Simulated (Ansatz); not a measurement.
# Single-point calculation of CoPdO2 (part 1 of 3)

CoPdO2 (R-3m, 4 atoms in the cell), computed with DFT PBEsol+U, scalar-relativistic, plane waves, PAW, Ueff = 6 eV on Co atom 1 d; Ueff = 6 eV on Pd atom 2 d, spin-polarised (Ansatz 0.2.0).

The structure derives from an entry of the Crystallography Open Database. It belongs to a series of runs on one base structure; here: ferromagnetic start, free, natural orbitals of the symmetric run filled by rank. Figures and captions count atoms from 1; the log counts them from 0 in places.

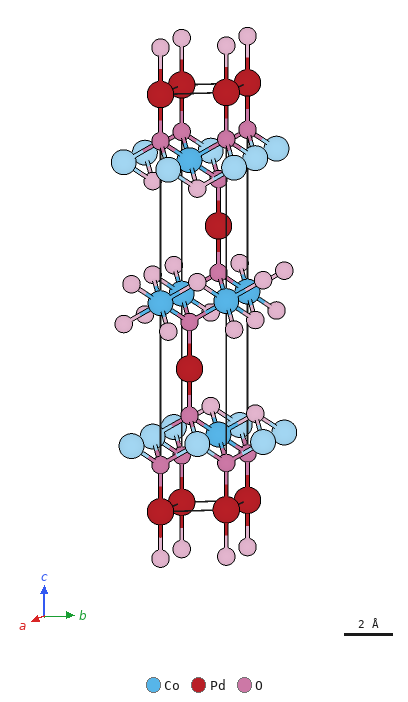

The structure as given in the input (ball-and-stick view of the cell 3 times as large as that of the calculation, set on its symmetry axes, seen slightly off an axis; neighbours outside the cell are drawn fainter).

## Summary

| quantity | value |
| --- | --- |
| outcome | converged |
| space group (tolerance 0.01 Å) | R-3m (166) |
| electrons treated | 47 |
| free energy | −13114.3163 eV |
| Fermi energy | 13.814 eV |
| gap on the k-point mesh | none (metallic) |
| net moment of the cell | 2.21 μB |
| integrated absolute moment | 2.82 μB |
| pressure | 13.92 GPa |
| largest force (length of the vector) | 0.925 eV/Å |
| hardware | 2 threads of Arm Neoverse V2, 24 GiB of memory available, shared host |
| wall time | 53 s (CPU time 1.7 min) |
| peak memory | 0.64 GiB |

The program warns: the typed occupations were not kept; the occupation matrices lower the symmetry. The cell is under a pressure of 13.9 GPa at this level, so it is not at its equilibrium volume.

## The input
```yaml
crystal:
  lattice:
    - [1.42249981, 0.82128065, 5.96000126]
    - [-1.42249981, 0.82128065, 5.96000126]
    - [0.0, -1.6425613, 5.96000126]
  atoms:
    - { symbol: Co, position: [0.5, 0.5, 0.5], spin: 3.0 }
    - { symbol: Pd, position: [0.0, 0.0, 0.0], spin: 2.0 }
    - { symbol: O, position: [0.11215, 0.11215, 0.11215] }
    - { symbol: O, position: [0.88785, 0.88785, 0.88785] }
basis:
  ecutwfc: 420
  ecutrho_ratio: 4
kpoints:
  mp_grid: { grid: [8, 8, 8] }
hamiltonian:
  xc: pbesol
  hubbard:
    sites:
      - { site: 0, l: d, u_eff: 6.0, starting_ns: [{ spin: up, occupation_matrix: s0up }, { spin: down, occupation_matrix: s0down }] }
      - { site: 1, l: d, u_eff: 6.0, starting_ns: [{ spin: up, occupation_matrix: s1up }, { spin: down, occupation_matrix: s1down }] }
    occupation_matrices:
      s0up:
        matrix:
          - [0.97, 0.0, 0.0, 0.0, 0.0]
          - [0.0, 0.97, 0.0, 0.0, 0.0]
          - [0.0, 0.0, 0.97, 0.0, 0.0]
          - [0.0, 0.0, 0.0, 0.97, 0.0]
          - [0.0, 0.0, 0.0, 0.0, 0.97]
      s0down:
        matrix:
          - [0.02, 0.0, 0.0, 0.0, 0.0]
          - [0.0, 0.43, 0.0, 0.0, -0.47053]
          - [0.0, 0.0, 0.43062, -0.47062, 0.0]
          - [0.0, 0.0, -0.47062, 0.55938, 0.0]
          - [0.0, -0.47053, 0.0, 0.0, 0.56]
      s1up:
        matrix:
          - [0.97, 0.0, 0.0, 0.0, 0.0]
          - [0.0, 0.97, 0.0, 0.0, 0.0]
          - [0.0, 0.0, 0.97, 0.0, 0.0]
          - [0.0, 0.0, 0.0, 0.97, 0.0]
          - [0.0, 0.0, 0.0, 0.0, 0.97]
      s1down:
        matrix:
          - [0.02, 0.0, 0.0, 0.0, 0.0]
          - [0.0, 0.97, 0.0, 0.0, 0.0]
          - [0.0, 0.0, 0.95294, 0.12615, 0.0]
          - [0.0, 0.0, 0.12615, 0.03706, 0.0]
          - [0.0, 0.0, 0.0, 0.0, 0.97]
    ns_hold: { iters: 10 }
scf:
  occupations: { method: gaussian, width: 0.05 }
  lower_state_search: "off"
  max_iter: 150
output:
  forces: true
  stress: true
  eigenvalues: true
  populations: true
  hubbard: { sites: [{ site: 0, l: d }, { site: 1, l: d }] }
  write_density: true
  write_potential: true
  elf: true
  volumetric_format: npy
magnetization:
  spin_polarized: true
```

Launch command:
```bash
ansatz run input.yaml --threads 2 --pin off --max-ram 3072MiB --backend cpu --events-out ev --progress --plain --runs-dir out
```

## What the program printed
```
Warning: crystal.symmetry: narrowed to the stabiliser of the occupation matrices — unitary ops 12 → 4; lowered by the specified shells (site 0, l: d), (site 1, l: d); largest admitted image defect 4.4e-16, smallest excluded 7.0e-1 — at a splitting's scale: the group the occupation matrices' own texture admits
basis.fft_grid_basis auto: the FFT boxes are laid along the combinations [[1, -1, 0], [0, 1, 0], [0, -1, 1]] of the cell's own vectors, 2.845, 6.182 and 2.845 Å long. The dense box has 20×45×20 points. Along the cell's own vectors, as sized, it would have 45×45×45, 5.06 times as many. Of the 12 symmetry operations that the crystal satisfies within crystal.symmetry.tolerance (time reversal apart; of a slab, those that keep its plane) the dense box along the cell's own vectors carries 12, and the one as laid loses 8 of those. basis.fft_grid_basis: typed keeps the cell's own vectors: state it where this run's energies or levels are differenced outside the engine with another run's, or held beside a run that keeps those vectors. Those combinations have planes normal to reciprocal vector 3, as the cell's own vectors have. Each planar average written beside output.write_density, output.write_potential has a row for each plane of the box: 20. The volumetric files lie along those combinations, not along the cell's own vectors: a cube or XSF file states them, and fields.json those of NumPy files.
Co: projections on atomic orbitals take those of the free atom [Ne] 3s2 3p6 3d7 4s2, of charge +0.00 (hamiltonian.pseudopotentials.projection_atoms); the dataset's partial waves leave at most 1.4e-6 of an orbital's norm unspanned inside its sphere
Pd: projections on atomic orbitals take those of the free atom [Ar 3d10] 4s2 4p6 4d10, of charge +0.00 (hamiltonian.pseudopotentials.projection_atoms); the dataset's partial waves leave at most 1.0e-5 of an orbital's norm unspanned inside its sphere
O: projections on atomic orbitals take those of the free atom [He] 2s2 2p4, of charge +0.00 (hamiltonian.pseudopotentials.projection_atoms); the dataset's partial waves leave at most 1.9e-8 of an orbital's norm unspanned inside its sphere
Engine: ansatz 0.2.0, aarch64-unknown-linux-gnu
Pseudopotentials: kind: paw
Pseudopotential: Co, paw, valence charge 17, recommended cutoff 420 eV (normal), Co.paw.azcp
Pseudopotential: Pd, paw, valence charge 18, recommended cutoff 420 eV (normal), Pd.paw.azcp
Pseudopotential: O, paw, valence charge 6, recommended cutoff 420 eV (normal), O.paw.azcp
Functional definition: PBEsol
  exchange = pbesol_x
  correlation = pbesol_c
Crystal: 4 atoms, lattice volume = 41.777 Å³
Basis set: ecut = 420 eV, 829 PW (Γ), FFT grids on a1−a2, a2, −a2+a3, exchange–correlation on 40×90×40 points (8 copies of the dense FFT grid, shifted against one another)
Bands: 32, of which v1, the nominal top of the filled ones, is band 24 counted from 1 (23 counted from 0)
Symmetry: 4 space group operations
k-points: 150 of 512
Non-local potential: Co, projectors of the file, l = 0: 3, l = 1: 2, l = 2: 3, l = 3: 1
Non-local potential: Pd, projectors of the file, l = 0: 2, l = 1: 2, l = 2: 2, l = 3: 1
Non-local potential: O, projectors of the file, l = 0: 2, l = 1: 2, l = 2: 1
PAW form: soft (Blöchl's): semilocal exchange-correlation on the pseudo side does not see the compensation charge
PAW frozen core: Co, regenerated for the run's functional, and the local potential with it (the file was generated under x = pbe(κ = 0.804, μ = 0.2195149727645171), c = pbe(β = 0.06672455060314922))
PAW frozen core: Pd, regenerated for the run's functional, and the local potential with it (the file was generated under x = pbe(κ = 0.804, μ = 0.2195149727645171), c = pbe(β = 0.06672455060314922))
PAW frozen core: O, regenerated for the run's functional, and the local potential with it (the file was generated under x = pbe(κ = 0.804, μ = 0.2195149727645171), c = pbe(β = 0.06672455060314922))
PAW one-centre angular grid: Co, 590 points (default); XC on 64 Gauss nodes
PAW one-centre angular grid: Pd, 590 points (default); XC on 64 Gauss nodes
PAW one-centre angular grid: O, 110 points (default); XC on 64 Gauss nodes
Initial density: superposition of atomic densities (chi_scale 0.1, normalization cell, long waves kept (reshape's long-wave potential 0.32 eV rms))
Starting moments: Σ|m| = 5 μB on 2 of 4 sites
Initial wavefunctions: pseudopotential atomic-orbital guess
Functional: x = pbesol(κ = 0.804, μ = 0.12345679012345678), c = pbesol(β = 0.046)
```
